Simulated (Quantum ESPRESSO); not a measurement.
# Co: band-structure run

- system: Co (P6₃/mmc, 2 atoms in the cell)
- method: Kohn-Sham DFT of a periodic cell, r2SCAN, SG15 PBE 1.2, spin-polarised (Quantum ESPRESSO 7.5)

The structure derives from a Materials Project entry.

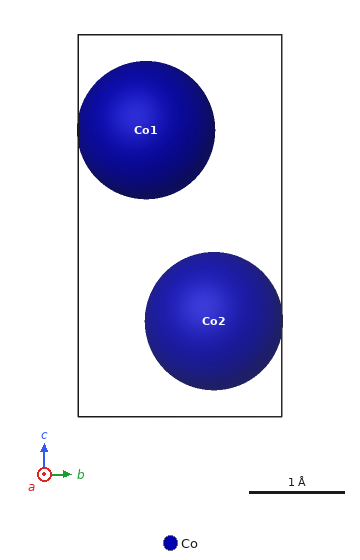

The structure (spheres-only view of the cell of the calculation, along the a axis; atoms are numbered from 1 in the order of the input).

## Input file
```
&CONTROL
  calculation = 'scf'
  prefix = 'pwscf'
  outdir = './tmp'
  pseudo_dir = './pseudo'
  tprnfor = .true.
  disk_io = 'low'
/
&SYSTEM
  ibrav = 0
  celldm(1) = 8
  nat = 2
  ntyp = 1
  ecutwfc = 70
  nbnd = 28
  input_dft = 'r2scan'
  occupations = 'smearing'
  smearing = 'fd'
  degauss = 0.00367493
  nspin = 2
  starting_magnetization(1) = 0.1176
  nosym = .true.
/
&ELECTRONS
  conv_thr = 1d-08
  electron_maxstep = 120
  mixing_beta = 0.3
/
ATOMIC_SPECIES
Co    58.9332 Co_ONCV_PBE-1.2.upf
CELL_PARAMETERS alat
  0.5839253496437   0.0000000000000   0.0000000000000
 -0.2919626748218   0.5056941866995   0.0000000000000
  0.0000000000000   0.0000000000000   0.9498576273575
ATOMIC_POSITIONS crystal
Co     0.6666666667    0.3333333333    0.7500000000
Co     0.3333333333    0.6666666667    0.2500000000
K_POINTS automatic
9 9 5 0 0 0
```

## File bands.in
```
&CONTROL
  calculation = 'bands'
  prefix = 'pwscf'
  outdir = './tmp'
  pseudo_dir = './pseudo'
  disk_io = 'low'
  verbosity = 'high'
/
&SYSTEM
  ibrav = 0
  celldm(1) = 8
  nat = 2
  ntyp = 1
  ecutwfc = 70
  nbnd = 28
  input_dft = 'r2scan'
  occupations = 'smearing'
  smearing = 'fd'
  degauss = 0.00367493
  nspin = 2
  starting_magnetization(1) = 0.1176
  nosym = .true.
/
&ELECTRONS
  conv_thr = 1d-08
  electron_maxstep = 120
  mixing_beta = 0.3
  diago_full_acc = .true.
  startingwfc = 'random'
/
ATOMIC_SPECIES
Co    58.9332 Co_ONCV_PBE-1.2.upf
CELL_PARAMETERS alat
  0.5839253496437   0.0000000000000   0.0000000000000
 -0.2919626748218   0.5056941866995   0.0000000000000
  0.0000000000000   0.0000000000000   0.9498576273575
ATOMIC_POSITIONS crystal
Co     0.6666666667    0.3333333333    0.7500000000
Co     0.3333333333    0.6666666667    0.2500000000
K_POINTS crystal
60
 0.0000000000  0.0000000000  0.0000000000 1
 0.0714285714  0.0000000000  0.0000000000 1
 0.1428571429  0.0000000000  0.0000000000 1
 0.2142857143  0.0000000000  0.0000000000 1
 0.2857142857  0.0000000000  0.0000000000 1
 0.3571428571  0.0000000000  0.0000000000 1
 0.4285714286  0.0000000000  0.0000000000 1
 0.5000000000  0.0000000000  0.0000000000 1
 0.4583333333  0.0833333333  0.0000000000 1
 0.4166666667  0.1666666667  0.0000000000 1
 0.3750000000  0.2500000000  0.0000000000 1
 0.3333333333  0.3333333333  0.0000000000 1
 0.2962962963  0.2962962963  0.0000000000 1
 0.2592592593  0.2592592593  0.0000000000 1
 0.2222222222  0.2222222222  0.0000000000 1
 0.1851851852  0.1851851852  0.0000000000 1
 0.1481481481  0.1481481481  0.0000000000 1
 0.1111111111  0.1111111111  0.0000000000 1
 0.0740740741  0.0740740741  0.0000000000 1
 0.0370370370  0.0370370370  0.0000000000 1
 0.0000000000  0.0000000000  0.0000000000 1
 0.0000000000  0.0000000000  0.1250000000 1
 0.0000000000  0.0000000000  0.2500000000 1
 0.0000000000  0.0000000000  0.3750000000 1
 0.0000000000  0.0000000000  0.5000000000 1
 0.0625000000  0.0000000000  0.5000000000 1
 0.1250000000  0.0000000000  0.5000000000 1
 0.1875000000  0.0000000000  0.5000000000 1
 0.2500000000  0.0000000000  0.5000000000 1
 0.3125000000  0.0000000000  0.5000000000 1
 0.3750000000  0.0000000000  0.5000000000 1
 0.4375000000  0.0000000000  0.5000000000 1
 0.5000000000  0.0000000000  0.5000000000 1
 0.4666666667  0.0666666667  0.5000000000 1
 0.4333333333  0.1333333333  0.5000000000 1
 0.4000000000  0.2000000000  0.5000000000 1
 0.3666666667  0.2666666667  0.5000000000 1
 0.3333333333  0.3333333333  0.5000000000 1
 0.3030303030  0.3030303030  0.5000000000 1
 0.2727272727  0.2727272727  0.5000000000 1
 0.2424242424  0.2424242424  0.5000000000 1
 0.2121212121  0.2121212121  0.5000000000 1
 0.1818181818  0.1818181818  0.5000000000 1
 0.1515151515  0.1515151515  0.5000000000 1
 0.1212121212  0.1212121212  0.5000000000 1
 0.0909090909  0.0909090909  0.5000000000 1
 0.0606060606  0.0606060606  0.5000000000 1
 0.0303030303  0.0303030303  0.5000000000 1
 0.0000000000  0.0000000000  0.5000000000 1
 0.5000000000  0.0000000000  0.5000000000 1
 0.5000000000  0.0000000000  0.3750000000 1
 0.5000000000  0.0000000000  0.2500000000 1
 0.5000000000  0.0000000000  0.1250000000 1
 0.5000000000  0.0000000000  0.0000000000 1
 0.3333333333  0.3333333333  0.0000000000 1
 0.3333333333  0.3333333333  0.1000000000 1
 0.3333333333  0.3333333333  0.2000000000 1
 0.3333333333  0.3333333333  0.3000000000 1
 0.3333333333  0.3333333333  0.4000000000 1
 0.3333333333  0.3333333333  0.5000000000 1
```

Launch command:
```bash
OMP_NUM_THREADS=1 pw.x -in pw.in > pw.out
OMP_NUM_THREADS=1 pw.x -in bands.in > bands.out
```

## What the program printed
```
This program is part of the open-source Quantum ESPRESSO suite
     for quantum simulation of materials; please cite
         "P. Giannozzi et al., J. Phys.:Condens. Matter 21 395502 (2009);
         "P. Giannozzi et al., J. Phys.:Condens. Matter 29 465901 (2017);
         "P. Giannozzi et al., J. Chem. Phys. 152 154105 (2020);
          URL
     in publications or presentations arising from this work. More details at

     IMPORTANT: XC functional enforced from input :
     Exchange-correlation= R2SCAN
                           (   0   0   0   0   0 497 498)
     Any further DFT definition will be discarded
     Please, verify this is what you really want

     G-vector sticks info
     --------------------
     sticks:   dense  smooth     PW     G-vecs:    dense   smooth      PW
     Sum         421     421    139                11405    11405    2165

     Using Slab Decomposition

     bravais-lattice index     =            0
     lattice parameter (alat)  =       8.0000  a.u.
     unit-cell volume          =     143.6064 (a.u.)^3
     number of atoms/cell      =            2
     number of atomic types    =            1
     number of electrons       =        34.00
     number of Kohn-Sham states=           28
     kinetic-energy cutoff     =      70.0000  Ry
     charge density cutoff     =     280.0000  Ry
     scf convergence threshold =      1.0E-08
     mixing beta               =       0.3000
     number of iterations used =            8  plain     mixing
     Exchange-correlation= R2SCAN
                           (   0   0   0   0   0 497 498)

     celldm(1)=   8.000000  celldm(2)=   0.000000  celldm(3)=   0.000000
     celldm(4)=   0.000000  celldm(5)=   0.000000  celldm(6)=   0.000000

     crystal axes: (cart. coord. in units of alat)
               a(1) = (   0.583925   0.000000   0.000000 )
               a(2) = (  -0.291963   0.505694   0.000000 )
               a(3) = (   0.000000   0.000000   0.949858 )

     reciprocal axes: (cart. coord. in units 2 pi/alat)
               b(1) = (  1.712548  0.988740 -0.000000 )
               b(2) = (  0.000000  1.977480  0.000000 )
               b(3) = (  0.000000 -0.000000  1.052789 )

     PseudoPot. # 1 for Co read from file:
     Co_ONCV_PBE-1.2.upf
     Pseudo is Norm-conserving, Zval = 17.0
     Generated using ONCVPSP code by D. R. Hamann
     Using radial grid of  602 points,  6 beta functions with:
                l(1) =   0
                l(2) =   0
                l(3) =   1
                l(4) =   1
                l(5) =   2
                l(6) =   2

     atomic species   valence    mass     pseudopotential
     Co               17.00    58.93320     Co( 1.00)

     Starting magnetic structure
     atomic species   magnetization
     Co              0.118

     No symmetry found

   Cartesian axes

     site n.     atom                  positions (alat units)
         1        Co     tau(   1) = (   0.2919627   0.1685647   0.7123932  )
         2        Co     tau(   2) = (  -0.0000000   0.3371295   0.2374644  )

     number of k points=   203  Fermi-Dirac smearing, width (Ry)=  0.0037

     Number of k-points >= 100: set verbosity='high' to print them.

     Dense  grid:    11405 G-vectors     FFT dimensions: (  25,  25,  45)

     WARNING: libxc functional with ID  497 depends
      on external parameters: check the user_guide of
      QE if you need to modify them or to check their
      default values.

     WARNING: libxc functional with ID  498 depends
      on external parameters: check the user_guide of
      QE if you need to modify them or to check their
      default values.
     Generating pointlists ...
     new r_m :   0.2402 (alat units)  1.9220 (a.u.) for type    1

     Initial potential from superposition of free atoms

     starting charge      33.9251, renormalised to      34.0000
     Starting wfcs are random

     Self-consistent Calculation

     iteration #  1     ecut=    70.00 Ry     beta= 0.30
     Davidson diagonalization with overlap
     ethr =  1.00E-02,  avg # of iterations =  9.0

     total energy              =    -542.00772784 Ry
     estimated scf accuracy    <      38.79833927 Ry

     total magnetization       =     3.51 Bohr mag/cell
     absolute magnetization    =     3.60 Bohr mag/cell

     iteration #  2     ecut=    70.00 Ry     beta= 0.30
     Davidson diagonalization with overlap
     ethr =  1.00E-02,  avg # of iterations =  1.0

     total energy              =    -541.99225045 Ry
     estimated scf accuracy    <      17.95237031 Ry

     total magnetization       =     3.51 Bohr mag/cell
     absolute magnetization    =     3.71 Bohr mag/cell

     iteration #  3     ecut=    70.00 Ry     beta= 0.30
     Davidson diagonalization with overlap
     ethr =  1.00E-02,  avg # of iterations =  1.0

     total energy              =    -542.00917908 Ry
     estimated scf accuracy    <       0.15851732 Ry

     total magnetization       =     3.50 Bohr mag/cell
     absolute magnetization    =     3.97 Bohr mag/cell

     iteration #  4     ecut=    70.00 Ry     beta= 0.30
     Davidson diagonalization with overlap
     ethr =  4.66E-04,  avg # of iterations =  1.2

     total energy              =    -542.00990421 Ry
     estimated scf accuracy    <       0.02655800 Ry

     total magnetization       =     3.52 Bohr mag/cell
     absolute magnetization    =     4.05 Bohr mag/cell

     iteration #  5     ecut=    70.00 Ry     beta= 0.30
     Davidson diagonalization with overlap
     ethr =  7.81E-05,  avg # of iterations =  1.4

     total energy              =    -542.01146240 Ry
     estimated scf accuracy    <       0.01114066 Ry

     total magnetization       =     3.52 Bohr mag/cell
     absolute magnetization    =     4.06 Bohr mag/cell

     iteration #  6     ecut=    70.00 Ry     beta= 0.30
     Davidson diagonalization with overlap
     ethr =  3.28E-05,  avg # of iterations =  1.4

     total energy              =    -542.01265041 Ry
     estimated scf accuracy    <       0.00681804 Ry

     total magnetization       =     3.57 Bohr mag/cell
     absolute magnetization    =     4.24 Bohr mag/cell

     iteration #  7     ecut=    70.00 Ry     beta= 0.30
     Davidson diagonalization with overlap
     ethr =  2.01E-05,  avg # of iterations =  1.1

     total energy              =    -542.01279501 Ry
     estimated scf accuracy    <       0.00130828 Ry

     total magnetization       =     3.57 Bohr mag/cell
     absolute magnetization    =     4.27 Bohr mag/cell

     iteration #  8     ecut=    70.00 Ry     beta= 0.30
     Davidson diagonalization with overlap
     ethr =  3.85E-06,  avg # of iterations =  1.3

     total energy              =    -542.01280577 Ry
     estimated scf accuracy    <       0.00035457 Ry

     total magnetization       =     3.57 Bohr mag/cell
     absolute magnetization    =     4.26 Bohr mag/cell

     iteration #  9     ecut=    70.00 Ry     beta= 0.30
     Davidson diagonalization with overlap
     ethr =  1.04E-06,  avg # of iterations =  1.2

     total energy              =    -542.01280945 Ry
     estimated scf accuracy    <       0.00004125 Ry

     total magnetization       =     3.57 Bohr mag/cell
     absolute magnetization    =     4.27 Bohr mag/cell

     iteration # 10     ecut=    70.00 Ry     beta= 0.30
     Davidson diagonalization with overlap
     ethr =  1.21E-07,  avg # of iterations =  1.0

     total energy              =    -542.01281059 Ry
     estimated scf accuracy    <       0.00000191 Ry

     total magnetization       =     3.58 Bohr mag/cell
     absolute magnetization    =     4.27 Bohr mag/cell

     iteration # 11     ecut=    70.00 Ry     beta= 0.30
     Davidson diagonalization with overlap
     ethr =  5.60E-09,  avg # of iterations =  1.0

     total energy              =    -542.01281080 Ry
     estimated scf accuracy    <       0.00000023 Ry

     total magnetization       =     3.58 Bohr mag/cell
     absolute magnetization    =     4.27 Bohr mag/cell

     iteration # 12     ecut=    70.00 Ry     beta= 0.30
     Davidson diagonalization with overlap
     ethr =  6.66E-10,  avg # of iterations =  1.0

     total energy              =    -542.01281081 Ry
     estimated scf accuracy    <       0.00000004 Ry

     total magnetization       =     3.58 Bohr mag/cell
     absolute magnetization    =     4.27 Bohr mag/cell

     iteration # 13     ecut=    70.00 Ry     beta= 0.30
     Davidson diagonalization with overlap
     ethr =  1.19E-10,  avg # of iterations =  1.4

     total energy              =    -542.01281082 Ry
     estimated scf accuracy    <       0.00000001 Ry

     total magnetization       =     3.58 Bohr mag/cell
     absolute magnetization    =     4.27 Bohr mag/cell

     iteration # 14     ecut=    70.00 Ry     beta= 0.30
     Davidson diagonalization with overlap
     ethr =  2.94E-11,  avg # of iterations =  1.0

     Magnetic moment per site  (integrated on atomic sphere of radius R)
     atom   1 (R=0.240)  charge= 15.5831  magn=  1.9384
     atom   2 (R=0.240)  charge= 15.5831  magn=  1.9384

     End of self-consistent calculation

     Number of k-points >= 100: set verbosity='high' to print the bands.

     the Fermi energy is    20.8069 ev

!    total energy              =    -542.01281082 Ry
     estimated scf accuracy    <          5.8E-09 Ry
     smearing contrib. (-TS)   =      -0.00086890 Ry
     internal energy E=F+TS    =    -542.01194192 Ry

     The total energy is F=E-TS. E is the sum of the following terms:
     one-electron contribution =    -211.17609722 Ry
     hartree contribution      =     126.07238645 Ry
     xc contribution           =     -55.27099026 Ry
     ewald contribution        =    -401.63724088 Ry

     total magnetization       =     3.58 Bohr mag/cell
     absolute magnetization    =     4.27 Bohr mag/cell

     convergence has been achieved in  14 iterations

     Forces acting on atoms (cartesian axes, Ry/au):

     atom    1 type  1   force =    -0.00000001    0.00000002   -0.00015717
     atom    2 type  1   force =     0.00000001   -0.00000002    0.00015717

     Total force =     0.000222     Total SCF correction =     0.000001

=------------------------------------------------------------------------------=
   JOB DONE.
=------------------------------------------------------------------------------=
```

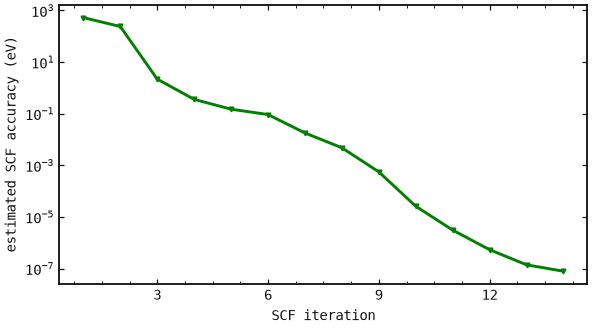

Convergence of the self-consistent field: estimated SCF accuracy against the iteration. The field takes 14 iterations in all.

## Summary

```csv
quantity,value
outcome,converged
space group (tolerance 0.01 Å),P6₃/mmc (194)
electrons treated,34
free energy,−7374.4600 eV
Fermi energy of the self-consistent step,20.807 eV
gap on the k-point mesh,none (metallic)
net moment of the cell,3.58 μB
integrated absolute moment,4.27 μB
largest force (length of the vector),0.004 eV/Å
hardware,"1 thread of Arm Neoverse V1, 24 GiB of memory available, shared host"
wall time,17 min
peak memory,0.3 GiB
```

Further notes kept with the run: potentials made for another functional. Points of doubt noted for this run: coarse mesh; potentials made for another functional.
